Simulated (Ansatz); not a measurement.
Run report: Sr8Ti8O23 (charge +2), geometry relaxation (part 1 of 3)

Sr8Ti8O23 (defect cell, 39 atoms in the cell, total charge +2), computed with DFT PBE, scalar-relativistic, plane waves, PAW, no spin polarisation (Ansatz 0.2.0).

The structure derives from a Materials Project entry. It belongs to a series of runs on one base structure; here: O after trading places with the vacancy, charge +2, atoms relaxed.

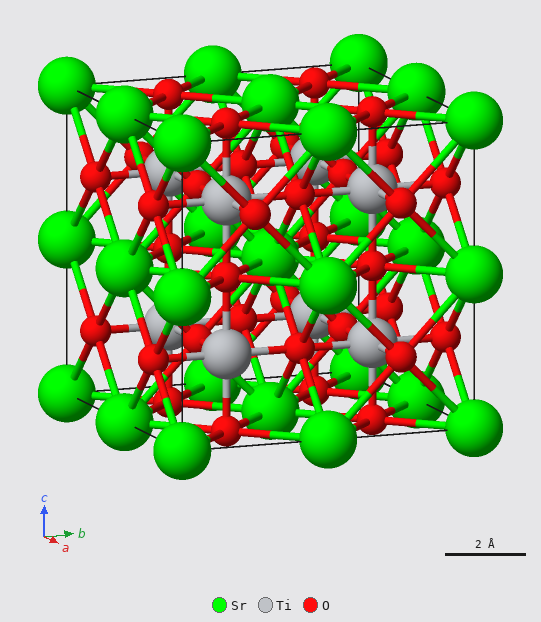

The structure as given in the input (ball-and-stick view of the cell of the calculation, seen slightly off an axis).

Input
```yaml
crystal:
  lattice:
    - [0.0, 7.8728452585, 0.0]
    - [0.0, 0.0, 7.8728452585]
    - [7.8728452585, 0.0, 0.0]
  atoms:
    - { symbol: Sr, position: [0.5, 0.0, 0.0] }
    - { symbol: Sr, position: [0.5, 0.5, 0.0] }
    - { symbol: Sr, position: [0.0, 0.0, 0.0] }
    - { symbol: Sr, position: [0.0, 0.5, 0.0] }
    - { symbol: Sr, position: [0.5, 0.0, 0.5] }
    - { symbol: Sr, position: [0.5, 0.5, 0.5] }
    - { symbol: Sr, position: [0.0, 0.0, 0.5] }
    - { symbol: Sr, position: [0.0, 0.5, 0.5] }
    - { symbol: Ti, position: [0.25, 0.25, 0.25] }
    - { symbol: Ti, position: [0.25, 0.75, 0.25] }
    - { symbol: Ti, position: [0.75, 0.25, 0.25] }
    - { symbol: Ti, position: [0.75, 0.75, 0.25] }
    - { symbol: Ti, position: [0.25, 0.25, 0.75] }
    - { symbol: Ti, position: [0.25, 0.75, 0.75] }
    - { symbol: Ti, position: [0.75, 0.25, 0.75] }
    - { symbol: Ti, position: [0.75, 0.75, 0.75] }
    - { symbol: O, position: [0.25, 0.5, 0.25] }
    - { symbol: O, position: [0.0, 0.75, 0.25] }
    - { symbol: O, position: [0.5, 0.25, 0.25] }
    - { symbol: O, position: [0.5, 0.75, 0.25] }
    - { symbol: O, position: [0.0, 0.25, 0.75] }
    - { symbol: O, position: [0.0, 0.75, 0.75] }
    - { symbol: O, position: [0.5, 0.25, 0.75] }
    - { symbol: O, position: [0.5, 0.75, 0.75] }
    - { symbol: O, position: [0.25, 0.0, 0.25] }
    - { symbol: O, position: [0.75, 0.5, 0.25] }
    - { symbol: O, position: [0.75, 0.0, 0.25] }
    - { symbol: O, position: [0.25, 0.5, 0.75] }
    - { symbol: O, position: [0.25, 0.0, 0.75] }
    - { symbol: O, position: [0.75, 0.5, 0.75] }
    - { symbol: O, position: [0.75, 0.0, 0.75] }
    - { symbol: O, position: [0.25, 0.25, 0.5] }
    - { symbol: O, position: [0.25, 0.75, 0.5] }
    - { symbol: O, position: [0.75, 0.25, 0.5] }
    - { symbol: O, position: [0.75, 0.75, 0.5] }
    - { symbol: O, position: [0.25, 0.25, 0.0] }
    - { symbol: O, position: [0.25, 0.75, 0.0] }
    - { symbol: O, position: [0.75, 0.25, 0.0] }
    - { symbol: O, position: [0.75, 0.75, 0.0] }
total_charge: 2
basis:
  ecutwfc: 420
  xc_grid: 2
kpoints:
  mp_grid: { grid: [2, 2, 2], shift: [0.5, 0.5, 0.5] }
hamiltonian:
  xc: pbe
scf:
  occupations: { method: gaussian, width: 0.02 }
output:
  forces: true
  stress: false
  eigenvalues: true
  write_density: true
  write_potential: true
  elf: true
  volumetric_format: npy
relax:
  adjacent_minimum: "off"
  f_tol: 0.02
  max_steps: 60
```

Command:
```bash
ansatz run input.yaml --threads 8 --pin off --max-ram 20480MiB --backend cpu --events-out ev --progress --plain --runs-dir out
```

Output
```
Engine: ansatz 0.2.0, x86_64-unknown-linux-gnu
Pseudopotentials: kind: paw
Pseudopotential: Sr, paw, valence charge 10, recommended cutoff 420 eV (normal), Sr.paw.azcp
Pseudopotential: Ti, paw, valence charge 12, recommended cutoff 420 eV (normal), Ti.paw.azcp
Pseudopotential: O, paw, valence charge 6, recommended cutoff 420 eV (normal), O.paw.azcp
Functional definition: PBE
  parameter kappa = 0.804
  parameter beta = 0.06672455060314922
  exchange = pbe_x(kappa = kappa, mu = beta*pi^2/3)
  correlation = pbe_c(beta = beta)
Crystal: 39 atoms, lattice volume = 487.972 Å³
Basis set: ecut = 420 eV, 9627 PW (Γ), exchange–correlation on 108×108×108 points (8 copies of the dense FFT grid, shifted against one another)
Bands: 195, of which v1, the nominal top of the filled ones, is band 156 counted from 1 (155 counted from 0)
Symmetry: 16 space group operations
Space group: P4/mmm (ITA 123), of the structure as read, at distance tolerance 7.9e-5 Å
k-points: 1 of 8
Non-local potential: Sr, projectors of the file, l = 0: 3, l = 1: 2, l = 2: 2
Non-local potential: Ti, projectors of the file, l = 0: 3, l = 1: 2, l = 2: 3, l = 3: 1
Non-local potential: O, projectors of the file, l = 0: 2, l = 1: 2, l = 2: 1
PAW form: soft (Blöchl's): semilocal exchange-correlation on the pseudo side does not see the compensation charge
PAW one-centre angular grid: Sr, 110 points (default); XC on 64 Gauss nodes
PAW one-centre angular grid: Ti, 590 points (default); XC on 64 Gauss nodes
PAW one-centre angular grid: O, 110 points (default); XC on 64 Gauss nodes
Initial density: superposition of atomic densities (neutral atoms scaled as one to the charged cell's electrons: chi_scale 0, normalization atom), corrected by the library's trained network
Initial wavefunctions: pseudopotential atomic-orbital guess
Functional: x = pbe(κ = 0.804, μ = 0.2195149727645171), c = pbe(β = 0.06672455060314922)
SCF iter   1: F=—  HF=-61488.227037 eV  |F-HF|=—  |Δ(HF+E_count)|=         —  Δρ=1.71e-2  dr2=3.97e0  ethr=1.77e-3  ⟨swp⟩=7.0  Hψ=849  notcnv=0  defer=4
preconditioner: auto → Resta (q_TF=auto, 2.532 Å⁻¹)  ε∞=5.9  [insulator: Δε(μ)=1.997 eV  Ē_g=11.602 eV  σ=0.020 eV  W_gap=1.00  n_scr=146 (ndim 8)  ℏωp=25.6 eV  f_vac=0.000  D(μ)=0.00/eV (n_scr^D=0)  ε∞_Penn≈5.9]
SCF iter   2: F=—  HF=-61487.531315 eV  |F-HF|=—  |Δ(HF+E_count)|=   6.96e-1  Δρ=8.81e-3  dr2=1.46e0  ethr=1.27e-3  ⟨swp⟩=3.0  Hψ=235  notcnv=0  defer=30
SCF iter   3: F=—  HF=-61487.182630 eV  |F-HF|=—  |Δ(HF+E_count)|=   3.49e-1  Δρ=3.18e-3  dr2=1.05e-1  ethr=4.68e-4  ⟨swp⟩=3.0  Hψ=276  notcnv=0  defer=30
SCF iter   4: F=—  HF=-61487.162359 eV  |F-HF|=—  |Δ(HF+E_count)|=   2.03e-2  Δρ=1.02e-3  dr2=6.91e-3  ethr=3.36e-5  ⟨swp⟩=3.0  Hψ=391  notcnv=0  defer=30
SCF iter   5: F=—  HF=-61487.158977 eV  |F-HF|=—  |Δ(HF+E_count)|=   3.38e-3  Δρ=2.50e-4  dr2=4.62e-4  ethr=2.21e-6  ⟨swp⟩=2.0  Hψ=320  notcnv=0  defer=30
SCF iter   6: F=—  HF=-61487.159076 eV  |F-HF|=—  |Δ(HF+E_count)|=   9.88e-5  Δρ=6.64e-5  dr2=2.91e-5  ethr=1.48e-7  ⟨swp⟩=2.0  Hψ=313  notcnv=0  defer=30
SCF iter   7: F=-61487.159087 eV  HF=-61487.159088 eV  |F-HF|=1.28e-6  |Δ(HF+E_count)|=   1.22e-5  Δρ=2.63e-5  dr2=3.21e-6  ethr=3.21e-9  ⟨swp⟩=21.0  Hψ=2357  notcnv=0
SCF 1 converged in 7 iterations: F = -61487.159087 eV  dr2 = 3.21e-6
  greatest PAW one-centre occupation: 0.999 electrons in one spin orbital (limit 2), on the Ti atom at site 15 (counted from 0), in its partial waves of l = 0
relax step   1: F+E_penalty+E_count = -61487.15908704 eV  Δ(F+E_penalty+E_count) = +0.000e0 eV  max|allowed force component| = 4.655e0 eV/Å  Δτ_max = 0.0000 Å  (7 SCF iters, dr2 threshold 1.00e-5 eV, accepted)
Initial density: handed on by an earlier stage of this run
Initial wavefunctions: those handed on with the density
iter 1 solved again at ethr=8.35e-4 eV; its pass at ethr=3.10e-3 eV (dr2=2.61e0 eV) is discarded
SCF iter   1: F=—  HF=-61489.537203 eV  |F-HF|=—  |Δ(HF+E_count)|=         —  Δρ=1.61e-2  dr2=2.62e0  ethr=8.35e-4  ⟨swp⟩=1.0  Hψ=684  notcnv=0  defer=33
preconditioner: auto → Resta (q_TF=auto, 2.532 Å⁻¹)  ε∞=5.6  [insulator: Δε(μ)=2.307 eV  Ē_g=11.886 eV  σ=0.020 eV  W_gap=1.00  n_scr=146 (ndim 8)  ℏωp=25.6 eV  f_vac=0.014  D(μ)=0.00/eV (n_scr^D=0)  ε∞_Penn≈5.6]
SCF iter   2: F=—  HF=-61489.026314 eV  |F-HF|=—  |Δ(HF+E_count)|=   5.11e-1  Δρ=7.84e-3  dr2=5.73e-1  ethr=8.35e-4  ⟨swp⟩=3.0  Hψ=286  notcnv=0  defer=33
SCF iter   3: F=—  HF=-61488.896015 eV  |F-HF|=—  |Δ(HF+E_count)|=   1.30e-1  Δρ=5.25e-3  dr2=1.93e-1  ethr=1.84e-4  ⟨swp⟩=4.0  Hψ=356  notcnv=0  defer=32
SCF iter   4: F=—  HF=-61488.859454 eV  |F-HF|=—  |Δ(HF+E_count)|=   3.66e-2  Δρ=1.87e-3  dr2=2.02e-2  ethr=6.19e-5  ⟨swp⟩=3.0  Hψ=293  notcnv=0  defer=32
SCF iter   5: F=—  HF=-61488.853364 eV  |F-HF|=—  |Δ(HF+E_count)|=   6.09e-3  Δρ=1.07e-3  dr2=6.04e-3  ethr=6.47e-6  ⟨swp⟩=2.0  Hψ=270  notcnv=0  defer=32
SCF iter   6: F=—  HF=-61488.852654 eV  |F-HF|=—  |Δ(HF+E_count)|=   7.10e-4  Δρ=3.92e-4  dr2=7.91e-4  ethr=1.94e-6  ⟨swp⟩=2.0  Hψ=279  notcnv=0  defer=32
SCF iter   7: F=—  HF=-61488.852696 eV  |F-HF|=—  |Δ(HF+E_count)|=   4.19e-5  Δρ=1.72e-4  dr2=1.51e-4  ethr=2.53e-7  ⟨swp⟩=2.0  Hψ=279  notcnv=0  defer=32
SCF iter   8: F=—  HF=-61488.852786 eV  |F-HF|=—  |Δ(HF+E_count)|=   9.00e-5  Δρ=1.15e-4  dr2=7.92e-5  ethr=3.21e-8  ⟨swp⟩=20.0  Hψ=2027  notcnv=0
SCF iter   9: F=-61488.852787 eV  HF=-61488.852785 eV  |F-HF|=2.20e-6  |Δ(HF+E_count)|=   1.14e-6  Δρ=3.53e-5  dr2=7.63e-6  ethr=2.54e-8  ⟨swp⟩=14.0  Hψ=1870  notcnv=0
SCF 2 converged in 9 iterations: F = -61488.852787 eV  dr2 = 7.63e-6
  greatest PAW one-centre occupation: 0.999 electrons in one spin orbital (limit 2), on the Ti atom at site 14 (counted from 0), in its partial waves of l = 0
relax step   2: F+E_penalty+E_count = -61488.85278731 eV  Δ(F+E_penalty+E_count) = -1.694e0 eV  max|allowed force component| = 1.311e0 eV/Å  Δτ_max = 0.1948 Å  (9 SCF iters, dr2 threshold 1.00e-4 eV, accepted)
SCF iter   1: F=—  HF=-61489.124376 eV  |F-HF|=—  |Δ(HF+E_count)|=         —  Δρ=4.02e-3  dr2=1.18e-1  ethr=6.08e-4  ⟨swp⟩=4.0  Hψ=344  notcnv=0  defer=32
preconditioner: auto → Resta (q_TF=auto, 2.532 Å⁻¹)  ε∞=5.7  [insulator: Δε(μ)=2.408 eV  Ē_g=11.828 eV  σ=0.020 eV  W_gap=1.00  n_scr=146 (ndim 8)  ℏωp=25.6 eV  f_vac=0.013  D(μ)=0.00/eV (n_scr^D=0)  ε∞_Penn≈5.7]
SCF iter   2: F=—  HF=-61489.105618 eV  |F-HF|=—  |Δ(HF+E_count)|=   1.88e-2  Δρ=1.87e-3  dr2=2.30e-2  ethr=3.77e-5  ⟨swp⟩=2.0  Hψ=301  notcnv=0  defer=32
SCF iter   3: F=—  HF=-61489.098171 eV  |F-HF|=—  |Δ(HF+E_count)|=   7.45e-3  Δρ=9.69e-4  dr2=7.04e-3  ethr=7.38e-6  ⟨swp⟩=2.0  Hψ=285  notcnv=0  defer=32
SCF iter   4: F=—  HF=-61489.096650 eV  |F-HF|=—  |Δ(HF+E_count)|=   1.52e-3  Δρ=3.26e-4  dr2=6.19e-4  ethr=2.26e-6  ⟨swp⟩=2.0  Hψ=283  notcnv=0  defer=32
SCF iter   5: F=—  HF=-61489.096555 eV  |F-HF|=—  |Δ(HF+E_count)|=   9.57e-5  Δρ=1.70e-4  dr2=1.41e-4  ethr=1.98e-7  ⟨swp⟩=2.0  Hψ=279  notcnv=0  defer=32
SCF iter   6: F=—  HF=-61489.096556 eV  |F-HF|=—  |Δ(HF+E_count)|=   1.43e-6  Δρ=1.17e-4  dr2=6.64e-5  ethr=3.21e-8  ⟨swp⟩=19.0  Hψ=1877  notcnv=0
SCF iter   7: F=-61489.096551 eV  HF=-61489.096549 eV  |F-HF|=2.00e-6  |Δ(HF+E_count)|=   7.05e-6  Δρ=3.27e-5  dr2=4.46e-6  ethr=2.13e-8  ⟨swp⟩=13.0  Hψ=1877  notcnv=0
SCF 3 converged in 7 iterations: F = -61489.096551 eV  dr2 = 4.46e-6
relax step   3: F+E_penalty+E_count = -61489.09655091 eV  Δ(F+E_penalty+E_count) = -2.438e-1 eV  max|allowed force component| = 2.541e-1 eV/Å  Δτ_max = 0.0392 Å  (7 SCF iters, dr2 threshold 1.00e-4 eV, accepted)
SCF iter   1: F=—  HF=-61489.215001 eV  |F-HF|=—  |Δ(HF+E_count)|=         —  Δρ=3.35e-3  dr2=1.25e-1  ethr=4.40e-4  ⟨swp⟩=3.0  Hψ=315  notcnv=0  defer=32
preconditioner: auto → Resta (q_TF=auto, 2.532 Å⁻¹)  ε∞=5.7  [insulator: Δε(μ)=2.503 eV  Ē_g=11.833 eV  σ=0.020 eV  W_gap=1.00  n_scr=146 (ndim 8)  ℏωp=25.6 eV  f_vac=0.012  D(μ)=0.00/eV (n_scr^D=0)  ε∞_Penn≈5.7]
SCF iter   2: F=—  HF=-61489.193347 eV  |F-HF|=—  |Δ(HF+E_count)|=   2.17e-2  Δρ=1.90e-3  dr2=3.46e-2  ethr=4.00e-5  ⟨swp⟩=3.0  Hψ=254  notcnv=0  defer=32
SCF iter   3: F=—  HF=-61489.184921 eV  |F-HF|=—  |Δ(HF+E_count)|=   8.43e-3  Δρ=1.38e-3  dr2=1.38e-2  ethr=1.11e-5  ⟨swp⟩=3.0  Hψ=287  notcnv=0  defer=32
SCF iter   4: F=—  HF=-61489.182003 eV  |F-HF|=—  |Δ(HF+E_count)|=   2.92e-3  Δρ=3.52e-4  dr2=4.56e-4  ethr=4.42e-6  ⟨swp⟩=2.0  Hψ=286  notcnv=0  defer=32
SCF iter   5: F=—  HF=-61489.180174 eV  |F-HF|=—  |Δ(HF+E_count)|=   1.83e-3  Δρ=2.86e-4  dr2=4.25e-4  ethr=1.46e-7  ⟨swp⟩=2.0  Hψ=309  notcnv=0  defer=32
SCF iter   6: F=—  HF=-61489.180116 eV  |F-HF|=—  |Δ(HF+E_count)|=   5.82e-5  Δρ=6.24e-5  dr2=2.17e-5  ethr=1.36e-7  ⟨swp⟩=2.0  Hψ=276  notcnv=0  defer=32
SCF iter   7: F=-61489.180120 eV  HF=-61489.180119 eV  |F-HF|=1.51e-6  |Δ(HF+E_count)|=   2.71e-6  Δρ=2.98e-5  dr2=3.68e-6  ethr=1.29e-9  ⟨swp⟩=21.0  Hψ=2062  notcnv=0
SCF 4 converged in 7 iterations: F = -61489.180120 eV  dr2 = 3.68e-6
relax step   4: F+E_penalty+E_count = -61489.18012023 eV  Δ(F+E_penalty+E_count) = -8.357e-2 eV  max|allowed force component| = 3.116e-1 eV/Å  Δτ_max = 0.0348 Å  (7 SCF iters, dr2 threshold 4.04e-6 eV, accepted)
SCF iter   1: F=—  HF=-61489.229092 eV  |F-HF|=—  |Δ(HF+E_count)|=         —  Δρ=2.44e-3  dr2=7.24e-2  ethr=1.87e-4  ⟨swp⟩=4.0  Hψ=316  notcnv=0  defer=32
preconditioner: auto → Resta (q_TF=auto, 2.532 Å⁻¹)  ε∞=5.7  [insulator: Δε(μ)=2.470 eV  Ē_g=11.824 eV  σ=0.020 eV  W_gap=1.00  n_scr=146 (ndim 8)  ℏωp=25.6 eV  f_vac=0.010  D(μ)=0.00/eV (n_scr^D=0)  ε∞_Penn≈5.7]
SCF iter   2: F=—  HF=-61489.217378 eV  |F-HF|=—  |Δ(HF+E_count)|=   1.17e-2  Δρ=1.24e-3  dr2=2.45e-2  ethr=2.32e-5  ⟨swp⟩=2.0  Hψ=226  notcnv=0  defer=32
SCF iter   3: F=—  HF=-61489.210749 eV  |F-HF|=—  |Δ(HF+E_count)|=   6.63e-3  Δρ=3.37e-4  dr2=6.85e-4  ethr=7.86e-6  ⟨swp⟩=3.0  Hψ=264  notcnv=0  defer=32
SCF iter   4: F=—  HF=-61489.208906 eV  |F-HF|=—  |Δ(HF+E_count)|=   1.84e-3  Δρ=1.24e-4  dr2=9.76e-5  ethr=2.20e-7  ⟨swp⟩=2.0  Hψ=283  notcnv=0  defer=32
SCF iter   5: F=—  HF=-61489.208904 eV  |F-HF|=—  |Δ(HF+E_count)|=   1.74e-6  Δρ=3.18e-5  dr2=6.65e-6  ethr=3.13e-8  ⟨swp⟩=2.0  Hψ=283  notcnv=0  defer=32
SCF iter   6: F=-61489.208906 eV  HF=-61489.208906 eV  |F-HF|=1.21e-9  |Δ(HF+E_count)|=   1.99e-6  Δρ=1.32e-5  dr2=7.52e-7  ethr=1.94e-9  ⟨swp⟩=21.0  Hψ=1930  notcnv=0
SCF 5 converged in 6 iterations: F = -61489.208906 eV  dr2 = 7.52e-7
relax step   5: F+E_penalty+E_count = -61489.20890625 eV  Δ(F+E_penalty+E_count) = -2.879e-2 eV  max|allowed force component| = 2.955e-2 eV/Å  Δτ_max = 0.0334 Å  (6 SCF iters, dr2 threshold 6.07e-6 eV, accepted)
SCF iter   1: F=—  HF=-61489.210952 eV  |F-HF|=—  |Δ(HF+E_count)|=         —  Δρ=2.09e-4  dr2=4.40e-4  ethr=2.10e-6  ⟨swp⟩=2.0  Hψ=299  notcnv=0  defer=26
preconditioner: auto → Resta (q_TF=auto, 2.532 Å⁻¹)  ε∞=5.7  [insulator: Δε(μ)=2.497 eV  Ē_g=11.824 eV  σ=0.020 eV  W_gap=1.00  n_scr=146 (ndim 8)  ℏωp=25.6 eV  f_vac=0.010  D(μ)=0.00/eV (n_scr^D=0)  ε∞_Penn≈5.7]
SCF iter   2: F=—  HF=-61489.210906 eV  |F-HF|=—  |Δ(HF+E_count)|=   4.62e-5  Δρ=1.01e-4  dr2=7.83e-5  ethr=1.41e-7  ⟨swp⟩=1.0  Hψ=225  notcnv=0  defer=28
SCF iter   3: F=—  HF=-61489.209163 eV  |F-HF|=—  |Δ(HF+E_count)|=   1.74e-3  Δρ=5.59e-5  dr2=2.44e-5  ethr=2.51e-8  ⟨swp⟩=2.0  Hψ=319  notcnv=0  defer=28
SCF iter   4: F=—  HF=-61489.209159 eV  |F-HF|=—  |Δ(HF+E_count)|=   3.95e-6  Δρ=2.95e-5  dr2=4.77e-6  ethr=7.80e-9  ⟨swp⟩=2.0  Hψ=279  notcnv=0  defer=28
SCF iter   5: F=—  HF=-61489.209158 eV  |F-HF|=—  |Δ(HF+E_count)|=   7.60e-7  Δρ=1.11e-5  dr2=5.28e-7  ethr=1.53e-9  ⟨swp⟩=2.0  Hψ=311  notcnv=0  defer=28
SCF iter   6: F=—  HF=-61489.209158 eV  |F-HF|=—  |Δ(HF+E_count)|=   1.90e-8  Δρ=5.67e-6  dr2=1.60e-7  ethr=3.21e-11  ⟨swp⟩=15.0  Hψ=1426  notcnv=0
SCF iter   7: F=-61489.209158 eV  HF=-61489.209158 eV  |F-HF|=3.77e-9  |Δ(HF+E_count)|=   9.97e-9  Δρ=2.09e-6  dr2=2.46e-8  ethr=3.21e-11  ⟨swp⟩=9.0  Hψ=1174  notcnv=0
SCF 6 converged in 7 iterations: F = -61489.209158 eV  dr2 = 2.46e-8
relax step   6: F+E_penalty+E_count = -61489.20915808 eV  Δ(F+E_penalty+E_count) = -2.518e-4 eV  max|allowed force component| = 1.173e-2 eV/Å  Δτ_max = 0.0027 Å  (7 SCF iters, accepted)
```

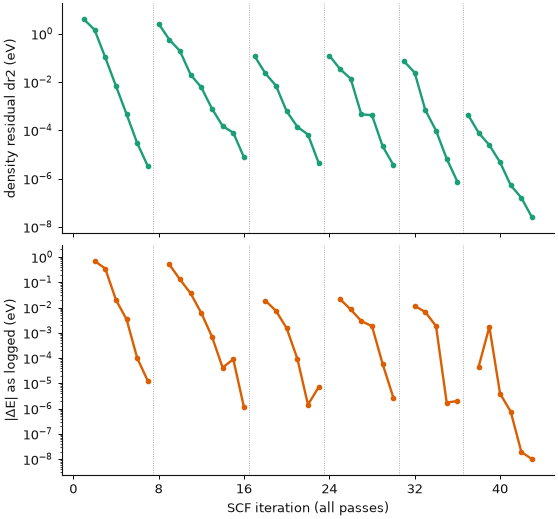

Convergence of the self-consistent field: density residual dr2 and size of the energy change against the SCF iteration. The dotted lines part the SCF passes of the relaxation: geometry steps, rejected trials and re-solves on a re-selected basis. The 6 passes take 6 to 9 iterations each, 43 in all.
